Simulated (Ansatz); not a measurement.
Geometry relaxation of C13H (part 5 of 5)

The same run, continued: C13H (slab, 14 atoms in the cell); DFT PBEsol, scalar-relativistic, plane waves, PAW, spin-polarised (Ansatz 0.2.0); cutoff 420 eV, 11×8×1 k-mesh, Gaussian smearing of 0.05 eV, collinear spins. The structure derives from an entry of the Crystallography Open Database. The input holds or restrains some coordinates. It belongs to a series of runs on one base structure; here: CH put at a top C site.

Geometry of the input (Å; fractional positions):
```
2.5129  0.0000  0.0000
0.0000  3.5538  0.0000
0.0000  0.0000  26.3823
C  0.5000  0.0000  0.3222
C  0.0000  0.2500  0.3222
C  0.0000  0.5000  0.3698
C  0.5000  0.7500  0.3698
C  0.5000  0.0000  0.4174
C  0.0000  0.2500  0.4174
C  0.0000  0.5012  0.4649
C  0.5000  0.7488  0.4649
C  0.5000  0.0098  0.5137
C  0.0000  0.2402  0.5137
C  0.0000  0.5296  0.5537
C  0.5000  0.7204  0.5537
C  0.0000  0.5296  0.6113
H  0.0000  0.5296  0.6530
```

Trajectory as extended XYZ, continued:
```
14
Lattice="2.5129 0.0000 0.0000 0.0000 3.5538 0.0000 0.0000 0.0000 26.3823" Properties=species:S:1:pos:R:3:forces:R:3 step=10 energy=-3213.64875
C     1.2565    0.0000    8.5000    0.0000   4.0481   1.0391
C     0.0000    0.8885    8.5000    0.0000  -4.0497   1.0809
C     0.0000    1.7769    9.7565    0.0000   0.8859  -1.0498
C     1.2565    2.6654    9.7565    0.0000  -0.9101  -1.1267
C     1.2565    0.0000   11.0129    0.0000   0.4773   0.0058
C     0.0000    0.8885   11.0129    0.0000  -0.2888  -0.0784
C     0.0000    1.7821   12.2717    0.0000  -0.0071  -0.0719
C     1.2565    2.6652   12.2579    0.0000   0.0159   0.1767
C     1.2565    0.0238   13.5514    0.0000   0.1240  -0.2180
C     0.0000    0.8935   13.5170    0.0000   0.1197   0.0251
C     0.0000    1.8374   14.8071    0.0000  -0.3849   0.1884
C     1.2565    2.6222   14.6819    0.0000   0.5606   0.1382
C     0.0000    1.0253   16.0438    0.0000  -0.6007  -0.9395
H     0.0000    1.7018   16.8922    0.0000   0.0099   0.8301
14
Lattice="2.5129 0.0000 0.0000 0.0000 3.5538 0.0000 0.0000 0.0000 26.3823" Properties=species:S:1:pos:R:3:forces:R:3 step=11 energy=-3213.80473
C     1.2565    0.0000    8.5000    0.0000   4.0487   1.0410
C     0.0000    0.8885    8.5000    0.0000  -4.0463   1.0743
C     0.0000    1.7769    9.7565    0.0000   0.8857  -1.0617
C     1.2565    2.6654    9.7565    0.0000  -0.9209  -1.0958
C     1.2565    0.0000   11.0129    0.0000   0.5432   0.0613
C     0.0000    0.8885   11.0129    0.0000  -0.2001  -0.1206
C     0.0000    1.7888   12.2677    0.0000   0.0278   0.0527
C     1.2565    2.6716   12.2642    0.0000   0.0867   0.0131
C     1.2565    0.0405   13.5527    0.0000  -0.2242  -0.2747
C     0.0000    0.9097   13.5118    0.0000   0.0945   0.2081
C     0.0000    1.8442   14.8145    0.0000  -0.6506   0.1968
C     1.2565    2.6488   14.7089    0.0000   0.8077   0.1887
C     0.0000    0.9260   15.9872    0.0000   0.0349  -0.3803
H     0.0000    1.5101   16.9310    0.0000  -0.4872   0.0959
14
Lattice="2.5129 0.0000 0.0000 0.0000 3.5538 0.0000 0.0000 0.0000 26.3823" Properties=species:S:1:pos:R:3:forces:R:3 step=13 energy=-3214.01274
C     1.2565    0.0000    8.5000    0.0000   4.0406   1.0438
C     0.0000    0.8885    8.5000    0.0000  -4.0404   1.0636
C     0.0000    1.7769    9.7565    0.0000   0.9026  -1.0464
C     1.2565    2.6654    9.7565    0.0000  -0.9303  -1.0693
C     1.2565    0.0000   11.0129    0.0000   0.4869   0.0879
C     0.0000    0.8885   11.0129    0.0000  -0.2424  -0.0636
C     0.0000    1.7853   12.2701    0.0000   0.0443  -0.0493
C     1.2565    2.6692   12.2667    0.0000   0.0882   0.1656
C     1.2565    0.0254   13.5527    0.0000   0.0602  -0.3281
C     0.0000    0.9096   13.5157    0.0000  -0.0308   0.1284
C     0.0000    1.8208   14.8283    0.0000  -0.2205  -0.0522
C     1.2565    2.6816   14.7619    0.0000   0.7221   0.1197
C     0.0000    0.8078   15.8909    0.0000  -0.4749   0.8612
H     0.0000    1.1174   16.9780    0.0000  -0.4055  -0.8611
14
Lattice="2.5129 0.0000 0.0000 0.0000 3.5538 0.0000 0.0000 0.0000 26.3823" Properties=species:S:1:pos:R:3:forces:R:3 step=14 energy=-3214.14186
C     1.2565    0.0000    8.5000    0.0000   4.0434   1.0454
C     0.0000    0.8885    8.5000    0.0000  -4.0345   1.0495
C     0.0000    1.7769    9.7565    0.0000   0.9073  -1.0413
C     1.2565    2.6654    9.7565    0.0000  -0.9531  -1.0260
C     1.2565    0.0000   11.0129    0.0000   0.6133   0.1163
C     0.0000    0.8885   11.0129    0.0000  -0.0802  -0.0289
C     0.0000    1.7953   12.2714    0.0000   0.0256  -0.0927
C     1.2565    2.6810   12.2734    0.0000  -0.1135   0.0153
C     1.2565    0.0382   13.5430    0.0000  -0.2193  -0.0284
C     0.0000    0.9231   13.5123    0.0000  -0.0033   0.4123
C     0.0000    1.8010   14.8537    0.0000  -0.3807  -0.4127
C     1.2565    2.7182   14.7973    0.0000   0.3180   0.5728
C     0.0000    0.6685   15.8533    0.0000   0.2711  -0.0346
H     0.0000    0.9217   16.9463    0.0000  -0.3956  -0.5479
14
Lattice="2.5129 0.0000 0.0000 0.0000 3.5538 0.0000 0.0000 0.0000 26.3823" Properties=species:S:1:pos:R:3:forces:R:3 step=15 energy=-3214.22065
C     1.2565    0.0000    8.5000    0.0000   4.0434   1.0460
C     0.0000    0.8885    8.5000    0.0000  -4.0325   1.0521
C     0.0000    1.7769    9.7565    0.0000   0.9201  -1.0392
C     1.2565    2.6654    9.7565    0.0000  -0.9586  -0.9912
C     1.2565    0.0000   11.0129    0.0000   0.5099   0.2719
C     0.0000    0.8885   11.0129    0.0000  -0.1428   0.0684
C     0.0000    1.7918   12.2737    0.0000  -0.0926   0.0639
C     1.2565    2.6739   12.2831    0.0000   0.1654  -0.0346
C     1.2565    0.0307   13.5563    0.0000  -0.3408  -0.3405
C     0.0000    0.9214   13.5297    0.0000   0.1063  -0.5151
C     0.0000    1.7734   14.8446    0.0000  -0.1298  -0.2063
C     1.2565    2.7461   14.8515    0.0000   0.2175  -0.0346
C     0.0000    0.5813   15.7506    0.0000   0.1220   1.0547
H     0.0000    0.7466   16.8553    0.0000  -0.3871  -0.3955
14
Lattice="2.5129 0.0000 0.0000 0.0000 3.5538 0.0000 0.0000 0.0000 26.3823" Properties=species:S:1:pos:R:3:forces:R:3 step=16 energy=-3214.24659
C     1.2565    0.0000    8.5000    0.0000   4.0422   1.0426
C     0.0000    0.8885    8.5000    0.0000  -4.0364   1.0472
C     0.0000    1.7769    9.7565    0.0000   0.8948  -1.1032
C     1.2565    2.6654    9.7565    0.0000  -0.9168  -1.0461
C     1.2565    0.0000   11.0129    0.0000   0.2689  -0.0558
C     0.0000    0.8885   11.0129    0.0000  -0.5218  -0.3833
C     0.0000    1.7686   12.2514    0.0000   0.1873   0.1931
C     1.2565    2.6523   12.2631    0.0000  -0.0963  -0.0835
C     1.2565   -0.0210   13.5127    0.0000   0.3257   0.3364
C     0.0000    0.8808   13.4847    0.0000   0.0113   0.2929
C     0.0000    1.7156   14.8170    0.0000  -0.2224   0.1784
C     1.2565    2.7159   14.8391    0.0000  -0.0922  -0.2388
C     0.0000    0.4960   15.7308    0.0000   0.2078   0.4852
H     0.0000    0.5538   16.8508    0.0000  -0.0412  -0.6604
14
Lattice="2.5129 0.0000 0.0000 0.0000 3.5538 0.0000 0.0000 0.0000 26.3823" Properties=species:S:1:pos:R:3:forces:R:3 step=18 energy=-3214.26591
C     1.2565    0.0000    8.5000    0.0000   4.0410   1.0451
C     0.0000    0.8885    8.5000    0.0000  -4.0357   1.0486
C     0.0000    1.7769    9.7565    0.0000   0.9116  -1.0584
C     1.2565    2.6654    9.7565    0.0000  -0.9346  -1.0248
C     1.2565    0.0000   11.0129    0.0000   0.3561   0.0882
C     0.0000    0.8885   11.0129    0.0000  -0.3463  -0.1055
C     0.0000    1.7781   12.2657    0.0000   0.0218  -0.0127
C     1.2565    2.6611   12.2717    0.0000  -0.0067  -0.0006
C     1.2565   -0.0031   13.5317    0.0000   0.0061   0.0462
C     0.0000    0.8940   13.5070    0.0000  -0.0102  -0.0386
C     0.0000    1.7279   14.8341    0.0000  -0.0396   0.0389
C     1.2565    2.7190   14.8413    0.0000   0.0244  -0.0369
C     0.0000    0.5230   15.7471    0.0000   0.0138   0.0331
H     0.0000    0.5692   16.8457    0.0000  -0.0017  -0.0232
14
Lattice="2.5129 0.0000 0.0000 0.0000 3.5538 0.0000 0.0000 0.0000 26.3823" Properties=species:S:1:pos:R:3:forces:R:3 step=19 energy=-3214.26599
C     1.2565    0.0000    8.5000    0.0000   4.0412   1.0452
C     0.0000    0.8885    8.5000    0.0000  -4.0355   1.0486
C     0.0000    1.7769    9.7565    0.0000   0.9106  -1.0599
C     1.2565    2.6654    9.7565    0.0000  -0.9356  -1.0236
C     1.2565    0.0000   11.0129    0.0000   0.3633   0.0978
C     0.0000    0.8885   11.0129    0.0000  -0.3389  -0.1101
C     0.0000    1.7789   12.2654    0.0000  -0.0054   0.0052
C     1.2565    2.6614   12.2720    0.0000  -0.0004  -0.0023
C     1.2565   -0.0028   13.5332    0.0000  -0.0041  -0.0215
C     0.0000    0.8938   13.5062    0.0000   0.0026   0.0284
C     0.0000    1.7270   14.8360    0.0000   0.0154  -0.0168
C     1.2565    2.7194   14.8410    0.0000  -0.0065   0.0057
C     0.0000    0.5243   15.7488    0.0000  -0.0120  -0.0017
H     0.0000    0.5677   16.8464    0.0000   0.0054   0.0049
```

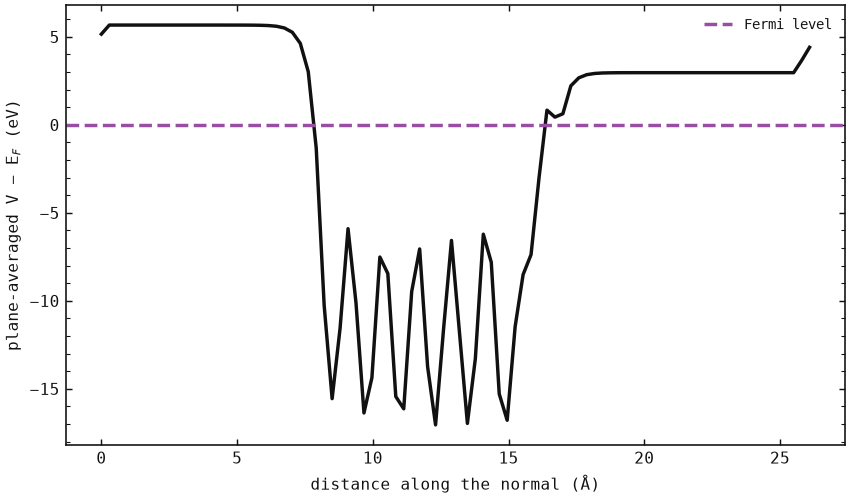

Plane average of the electrostatic potential energy of an electron across the cell, from the Fermi level. The vacuum level lies 2.96 eV above the Fermi level on the upper side and 5.67 eV on the lower.

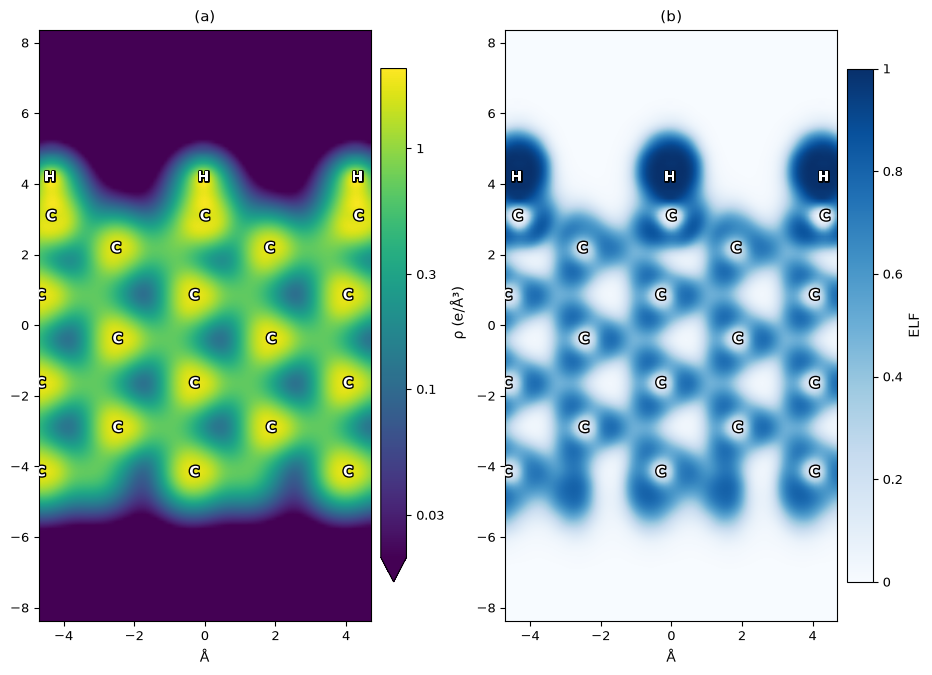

(a) valence charge density (pseudo); (b) electron localisation function on the (110) plane of the calculation cell, a cut from vacuum to vacuum. The plane passes through C and H nuclei. The density dies away to nearly zero in the vacuum. Core electrons are frozen (PAW), so the fields are smoothed inside the atomic spheres.

Results in brief:

| quantity | value |
| --- | --- |
| outcome | converged under the restraints of the input |
| electrons treated | 53 |
| free energy | −3214.2660 eV |
| work function, top face | 2.96 eV |
| work function, bottom face | 5.67 eV |
| Fermi energy | 1.483 eV |
| gap on the k-point mesh | none (metallic) |
| net moment of the cell | 0.03 μB |
| integrated absolute moment | 1.31 μB |
| final volume | 235.61 Å³ |
| work function (upper face) | 2.96 eV |
| largest force (length of the vector) at the end, held atoms and coordinates included | 4.174 eV/Å |
| hardware | 1 thread of an x86-64 CPU, shared host |
| wall time | 16 min |
| peak memory | 0.88 GiB |

Remarks:

Warnings of the run: the exchange-correlation potential is rough where the density is thin.
